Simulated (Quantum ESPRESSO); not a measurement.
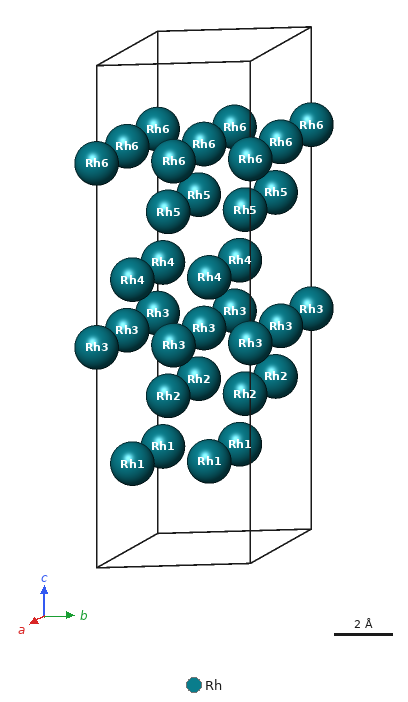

*The input geometry (spheres-only view of the 2 × 2 repeat of the cell, with the vacuum cut short, seen slightly off an axis; atoms are numbered from 1 in the order of the input).*

## Rh: workfunction calculation (part 1 of 2)

- system: Rh (slab, 6 atoms in the cell)
- method: Kohn-Sham DFT of a periodic cell, PBE, PseudoDojo 0.4.1 SR PBE standard, no spin polarisation (Quantum ESPRESSO 7.5)

The structure derives from an entry of the Crystallography Open Database.

**Input file**
```
&CONTROL
  calculation = 'scf'
  prefix = 'pwscf'
  outdir = './tmp'
  pseudo_dir = './pseudo'
  tprnfor = .true.
  disk_io = 'low'
/
&SYSTEM
  ibrav = 0
  celldm(1) = 8
  nat = 6
  ntyp = 1
  ecutwfc = 88
  nbnd = 66
  occupations = 'smearing'
  smearing = 'fd'
  degauss = 0.00367493
/
&ELECTRONS
  conv_thr = 6d-09
  electron_maxstep = 150
  mixing_beta = 0.3
  mixing_mode = 'local-TF'
/
ATOMIC_SPECIES
Rh   102.9055 Rh.upf
CELL_PARAMETERS alat
  0.6352309170074   0.0000000000000  -0.0000000000000
 -0.3176154585037   0.5501261113977   0.0000000000000
  0.0000000000000   0.0000000000000   6.1365558428539
ATOMIC_POSITIONS crystal
Rh     0.6666666667    0.3333333333    0.2886991151
Rh     0.3333333333    0.6666666667    0.3732194691
Rh     0.0000000000    0.0000000000    0.4577398230
Rh     0.6666666667    0.3333333333    0.5422601770
Rh     0.3333333333    0.6666666667    0.6267805309
Rh     0.0000000000    0.0000000000    0.7113008849
K_POINTS automatic
11 11 1 0 0 0
```

**File pp_density.in**
```
&INPUTPP
  prefix = 'pwscf'
  outdir = './tmp'
  filplot = 'density.dat'
  plot_num = 0
/
&PLOT
  nfile = 1
  filepp(1) = 'density.dat'
  iflag = 3
  output_format = 6
  fileout = 'density.cube'
/
```

**File pp_potential.in**
```
&INPUTPP
  prefix = 'pwscf'
  outdir = './tmp'
  filplot = 'potential.dat'
  plot_num = 11
/
&PLOT
  nfile = 1
  filepp(1) = 'potential.dat'
  iflag = 3
  output_format = 6
  fileout = 'potential.cube'
/
```

**File pp_elf.in**
```
&INPUTPP
  prefix = 'pwscf'
  outdir = './tmp'
  filplot = 'elf.dat'
  plot_num = 8
/
&PLOT
  nfile = 1
  filepp(1) = 'elf.dat'
  iflag = 3
  output_format = 6
  fileout = 'elf.cube'
/
```

Run as:
```bash
OMP_NUM_THREADS=1 pw.x -in pw.in > pw.out
OMP_NUM_THREADS=1 pp.x -in pp_density.in > pp_density.out
OMP_NUM_THREADS=1 pp.x -in pp_potential.in > pp_potential.out
OMP_NUM_THREADS=1 pp.x -in pp_elf.in > pp_elf.out
```

**Log**
```
This program is part of the open-source Quantum ESPRESSO suite
     for quantum simulation of materials; please cite
         "P. Giannozzi et al., J. Phys.:Condens. Matter 21 395502 (2009);
         "P. Giannozzi et al., J. Phys.:Condens. Matter 29 465901 (2017);
         "P. Giannozzi et al., J. Chem. Phys. 152 154105 (2020);
          URL
     in publications or presentations arising from this work. More details at

     Message from routine setup:
     using ibrav=0 with symmetry is DISCOURAGED, use correct ibrav instead

     G-vector sticks info
     --------------------
     sticks:   dense  smooth     PW     G-vecs:    dense   smooth      PW
     Sum         637     637    187               122417   122417   19533

     Using Slab Decomposition

     bravais-lattice index     =            0
     lattice parameter (alat)  =       8.0000  a.u.
     unit-cell volume          =    1097.9651 (a.u.)^3
     number of atoms/cell      =            6
     number of atomic types    =            1
     number of electrons       =       102.00
     number of Kohn-Sham states=           66
     kinetic-energy cutoff     =      88.0000  Ry
     charge density cutoff     =     352.0000  Ry
     scf convergence threshold =      6.0E-09
     mixing beta               =       0.3000
     number of iterations used =            8  local-TF  mixing
     Exchange-correlation= PBE
                           (   1   4   3   4   0   0   0)

     celldm(1)=   8.000000  celldm(2)=   0.000000  celldm(3)=   0.000000
     celldm(4)=   0.000000  celldm(5)=   0.000000  celldm(6)=   0.000000

     crystal axes: (cart. coord. in units of alat)
               a(1) = (   0.635231   0.000000  -0.000000 )
               a(2) = (  -0.317615   0.550126   0.000000 )
               a(3) = (   0.000000   0.000000   6.136556 )

     reciprocal axes: (cart. coord. in units 2 pi/alat)
               b(1) = (  1.574231  0.908883 -0.000000 )
               b(2) = ( -0.000000  1.817765  0.000000 )
               b(3) = (  0.000000  0.000000  0.162958 )

     PseudoPot. # 1 for Rh read from file:
     Rh.upf
     Pseudo is Norm-conserving + core correction, Zval = 17.0
     Generated using ONCVPSP code by D. R. Hamann
     Using radial grid of 1568 points,  6 beta functions with:
                l(1) =   0
                l(2) =   0
                l(3) =   1
                l(4) =   1
                l(5) =   2
                l(6) =   2

     atomic species   valence    mass     pseudopotential
     Rh               17.00   102.90550     Rh( 1.00)

     12 Sym. Ops., with inversion, found ( 6 have fractional translation)

   Cartesian axes

     site n.     atom                  positions (alat units)
         1        Rh     tau(   1) = (   0.3176155   0.1833754   1.7716182  )
         2        Rh     tau(   2) = (  -0.0000000   0.3667507   2.2902821  )
         3        Rh     tau(   3) = (   0.0000000   0.0000000   2.8089460  )
         4        Rh     tau(   4) = (   0.3176155   0.1833754   3.3276099  )
         5        Rh     tau(   5) = (  -0.0000000   0.3667507   3.8462737  )
         6        Rh     tau(   6) = (   0.0000000   0.0000000   4.3649376  )

     number of k points=    16  Fermi-Dirac smearing, width (Ry)=  0.0037
                       cart. coord. in units 2pi/alat
        k(    1) = (   0.0000000   0.0000000   0.0000000), wk =   0.0165289
        k(    2) = (   0.0000000   0.1652514   0.0000000), wk =   0.0991736
        k(    3) = (   0.0000000   0.3305027   0.0000000), wk =   0.0991736
        k(    4) = (   0.0000000   0.4957541   0.0000000), wk =   0.0991736
        k(    5) = (   0.0000000   0.6610055   0.0000000), wk =   0.0991736
        k(    6) = (   0.0000000   0.8262568   0.0000000), wk =   0.0991736
        k(    7) = (   0.1431119   0.2478770   0.0000000), wk =   0.0991736
        k(    8) = (   0.1431119   0.4131284   0.0000000), wk =   0.1983471
        k(    9) = (   0.1431119   0.5783798   0.0000000), wk =   0.1983471
        k(   10) = (   0.1431119   0.7436311   0.0000000), wk =   0.1983471
        k(   11) = (   0.1431119   0.9088825   0.0000000), wk =   0.0991736
        k(   12) = (   0.2862238   0.4957541   0.0000000), wk =   0.0991736
        k(   13) = (   0.2862238   0.6610055   0.0000000), wk =   0.1983471
        k(   14) = (   0.2862238   0.8262568   0.0000000), wk =   0.1983471
        k(   15) = (   0.4293356   0.7436311   0.0000000), wk =   0.0991736
        k(   16) = (   0.4293356   0.9088825   0.0000000), wk =   0.0991736

     Dense  grid:   122417 G-vectors     FFT dimensions: (  36,  36, 300)

     Initial potential from superposition of free atoms

     starting charge     101.9962, renormalised to     102.0000

     negative rho (up, down):  2.146E-05 0.000E+00
     Starting wfcs are   60 randomized atomic wfcs +    6 random wfcs

     Self-consistent Calculation

     iteration #  1     ecut=    88.00 Ry     beta= 0.30
     Davidson diagonalization with overlap
     ethr =  1.00E-02,  avg # of iterations =  6.8

     Threshold (ethr) on eigenvalues was too large:
     Diagonalizing with lowered threshold

     Davidson diagonalization with overlap
     ethr =  6.77E-04,  avg # of iterations =  1.2

     negative rho (up, down):  1.731E-08 0.000E+00

     total energy              =   -1407.42447958 Ry
     estimated scf accuracy    <       0.71668902 Ry

     iteration #  2     ecut=    88.00 Ry     beta= 0.30
     Davidson diagonalization with overlap
     ethr =  7.03E-04,  avg # of iterations =  1.1

     total energy              =   -1407.29649152 Ry
     estimated scf accuracy    <       0.33509223 Ry

     iteration #  3     ecut=    88.00 Ry     beta= 0.30
     Davidson diagonalization with overlap
     ethr =  3.29E-04,  avg # of iterations =  3.6

     total energy              =   -1407.35375805 Ry
     estimated scf accuracy    <       0.04981512 Ry

     iteration #  4     ecut=    88.00 Ry     beta= 0.30
     Davidson diagonalization with overlap
     ethr =  4.88E-05,  avg # of iterations =  2.5

     total energy              =   -1407.34968256 Ry
     estimated scf accuracy    <       0.03355965 Ry

     iteration #  5     ecut=    88.00 Ry     beta= 0.30
     Davidson diagonalization with overlap
     ethr =  3.29E-05,  avg # of iterations =  2.9

     total energy              =   -1407.35079327 Ry
     estimated scf accuracy    <       0.00636495 Ry

     iteration #  6     ecut=    88.00 Ry     beta= 0.30
     Davidson diagonalization with overlap
     ethr =  6.24E-06,  avg # of iterations =  5.5

     total energy              =   -1407.35074504 Ry
     estimated scf accuracy    <       0.00170820 Ry

     iteration #  7     ecut=    88.00 Ry     beta= 0.30
     Davidson diagonalization with overlap
     ethr =  1.67E-06,  avg # of iterations =  8.2

     total energy              =   -1407.35051005 Ry
     estimated scf accuracy    <       0.00091221 Ry

     iteration #  8     ecut=    88.00 Ry     beta= 0.30
     Davidson diagonalization with overlap
     ethr =  8.94E-07,  avg # of iterations =  3.2

     total energy              =   -1407.35052992 Ry
     estimated scf accuracy    <       0.00044087 Ry

     iteration #  9     ecut=    88.00 Ry     beta= 0.30
     Davidson diagonalization with overlap
     ethr =  4.32E-07,  avg # of iterations =  5.2

     negative rho (up, down):  7.262E-04 0.000E+00

     total energy              =   -1407.35054081 Ry
     estimated scf accuracy    <       0.00055881 Ry

     iteration # 10     ecut=    88.00 Ry     beta= 0.30
     Davidson diagonalization with overlap
     ethr =  4.32E-07,  avg # of iterations =  2.8

     negative rho (up, down):  6.730E-04 0.000E+00

     total energy              =   -1407.35063194 Ry
     estimated scf accuracy    <       0.00012051 Ry

     iteration # 11     ecut=    88.00 Ry     beta= 0.30
     Davidson diagonalization with overlap
     ethr =  1.18E-07,  avg # of iterations =  5.7

     negative rho (up, down):  5.329E-04 0.000E+00

     total energy              =   -1407.35064534 Ry
     estimated scf accuracy    <       0.00000709 Ry

     iteration # 12     ecut=    88.00 Ry     beta= 0.30
     Davidson diagonalization with overlap
     ethr =  6.95E-09,  avg # of iterations =  2.7

     negative rho (up, down):  3.763E-05 0.000E+00

     total energy              =   -1407.35064745 Ry
     estimated scf accuracy    <       0.00000189 Ry

     iteration # 13     ecut=    88.00 Ry     beta= 0.30
     Davidson diagonalization with overlap
     ethr =  1.85E-09,  avg # of iterations =  6.3

     negative rho (up, down):  8.739E-06 0.000E+00

     total energy              =   -1407.35064934 Ry
     estimated scf accuracy    <       0.00000023 Ry

     iteration # 14     ecut=    88.00 Ry     beta= 0.30
     Davidson diagonalization with overlap
     ethr =  2.28E-10,  avg # of iterations =  2.9

     negative rho (up, down):  3.875E-06 0.000E+00

     total energy              =   -1407.35064958 Ry
     estimated scf accuracy    <       0.00000003 Ry

     iteration # 15     ecut=    88.00 Ry     beta= 0.30
     Davidson diagonalization with overlap
     ethr =  2.86E-11,  avg # of iterations =  1.8

     negative rho (up, down):  1.874E-08 0.000E+00

     total energy              =   -1407.35064960 Ry
     estimated scf accuracy    <       0.00000001 Ry

     iteration # 16     ecut=    88.00 Ry     beta= 0.30
     Davidson diagonalization with overlap
     ethr =  1.23E-11,  avg # of iterations =  3.8

     End of self-consistent calculation

          k = 0.0000 0.0000 0.0000 ( 15333 PWs)   bands (ev):

   -69.9644 -69.9456 -69.9079 -69.8703 -69.4571 -69.4571 -38.1252 -37.9714
   -37.7553 -37.5458 -37.5256 -37.5256 -37.5102 -37.5102 -37.4751 -37.4751
   -37.4397 -37.4397 -37.1647 -37.1618 -37.0925 -37.0925 -37.0925 -37.0925
     1.2390   1.9283   2.7080   2.8792   3.2597   3.3229   5.7099   5.7379
     5.8638   5.8638   5.9637   5.9637   6.0000   6.0623   6.0623   6.1605
     6.1605   6.5147   6.5147   6.5565   6.5565   6.6138   7.9168   7.9168
     7.9302   7.9579   7.9579   8.2266   8.2266   8.7132   8.7132   9.1929
     9.1929   9.4473   9.4511   9.4511   9.9239  13.9019  14.2216  15.3912
    16.7893  18.6058

          k = 0.0000 0.1653 0.0000 ( 15339 PWs)   bands (ev):

   -69.9569 -69.9391 -69.9025 -69.8660 -69.4513 -69.4513 -38.1091 -37.9633
   -37.7601 -37.5811 -37.5622 -37.5440 -37.5391 -37.5221 -37.5008 -37.4851
   -37.4824 -37.4479 -37.1612 -37.1595 -37.1353 -37.1350 -37.1030 -37.1030
     1.5255   2.2032   2.9777   3.1196   3.5071   3.5870   5.4216   5.5219
     5.6648   5.8241   5.9267   5.9951   6.0732   6.1028   6.2248   6.2694
     6.3455   6.3514   6.4136   6.5686   6.6966   6.7556   7.2141   7.6580
     7.6619   7.9573   8.0001   8.2076   8.2630   8.3253   8.7081   8.7213
     9.2021   9.4699   9.5983  10.6575  11.3360  14.1469  14.4590  15.6316
    16.9727  18.7954

          k = 0.0000 0.3305 0.0000 ( 15391 PWs)   bands (ev):

   -69.9364 -69.9212 -69.8880 -69.8546 -69.4357 -69.4357 -38.0656 -37.9467
   -37.7941 -37.6982 -37.6605 -37.6410 -37.5801 -37.5745 -37.5538 -37.5271
   -37.5121 -37.4703 -37.2529 -37.2526 -37.1496 -37.1488 -37.1312 -37.1312
     2.2801   2.8788   3.5392   3.6771   4.0384   4.2053   4.8173   5.1463
     5.2305   5.3644   5.5014   6.0171   6.1263   6.1796   6.3595   6.4034
     6.4477   6.6539   6.6980   6.7596   6.8651   7.1092   7.1911   7.2944
     7.4120   7.6097   7.7441   7.9850   8.3206   8.3493   8.7286   9.2185
     9.3771   9.5144  10.7048  12.0727  13.0853  14.8881  15.1453  16.3503
    17.4615  19.1192

          k = 0.0000 0.4958 0.0000 ( 15375 PWs)   bands (ev):

   -69.9086 -69.8975 -69.8692 -69.8407 -69.4151 -69.4151 -38.0181 -37.9536
   -37.8893 -37.8530 -37.7950 -37.7387 -37.6470 -37.6195 -37.5946 -37.5549
   -37.5475 -37.5007 -37.3968 -37.3957 -37.1680 -37.1679 -37.1395 -37.1392
     3.0475   3.4014   3.5563   3.8203   4.0202   4.2691   4.4694   4.6308
     5.0099   5.3910   5.5890   5.8646   6.0574   6.2598   6.3396   6.5649
     6.7847   6.8923   7.0606   7.1875   7.2808   7.5601   7.7658   7.8108
     7.9791   8.0332   8.2852   8.4235   8.5846   8.7682   8.7926   9.2335
     9.5641  10.1667  11.8150  13.4643  14.7624  16.1201  16.1929  17.5201
    18.1719  19.8780

          k = 0.0000 0.6610 0.0000 ( 15303 PWs)   bands (ev):

   -69.8816 -69.8751 -69.8521 -69.8297 -69.3962 -69.3962 -38.0521 -38.0402
   -37.9926 -37.9616 -37.8641 -37.7702 -37.6885 -37.6600 -37.6317 -37.5932
   -37.5802 -37.5293 -37.5152 -37.5081 -37.2015 -37.2015 -37.1310 -37.1308
     3.1245   3.1549   3.4084   3.5023   3.6178   3.9474   4.0692   4.2413
     4.7378   5.3645   5.7887   5.9467   6.1300   6.2271   6.6354   6.6648
     7.0107   7.3612   7.7639   8.1077   8.1259   8.5731   8.6442   8.8423
     8.8633   8.9753   9.1096   9.1893   9.2963   9.3997   9.4145   9.6028
     9.6437  11.0653  12.8755  14.7214  16.3223  17.3620  17.7152  18.6328
    19.0279  19.2159

          k = 0.0000 0.8263 0.0000 ( 15268 PWs)   bands (ev):
```
